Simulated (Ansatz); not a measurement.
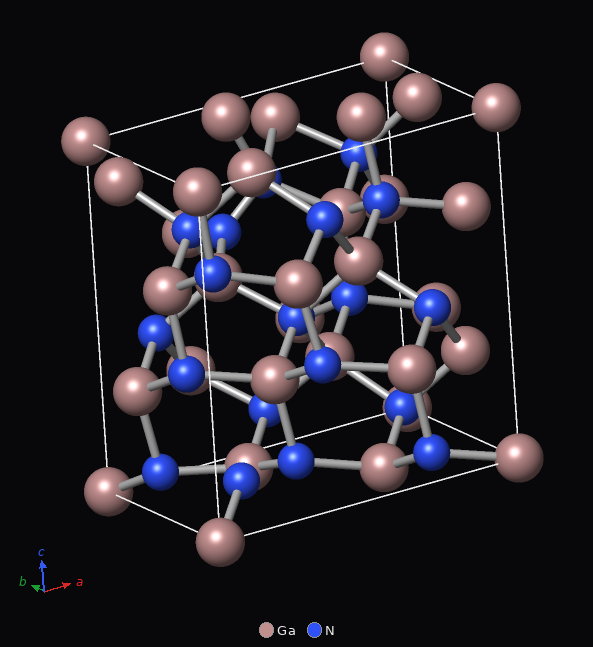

The figure gives a ball-and-stick picture of the atoms, viewed slightly off an axis. The outline marks the simulation cell.

Summary of the structure:

The material is Ga18N19. In the cell are 18 Ga, 19 N, which makes 1 formula unit. The bonds build a three-dimensional framework.

The model was built from a structure listed in the Materials Project, repeated into a supercell with a point defect put in. The atoms were relaxed in a fixed cell with Ansatz, DFT PBE, scalar-relativistic, plane waves, PAW.
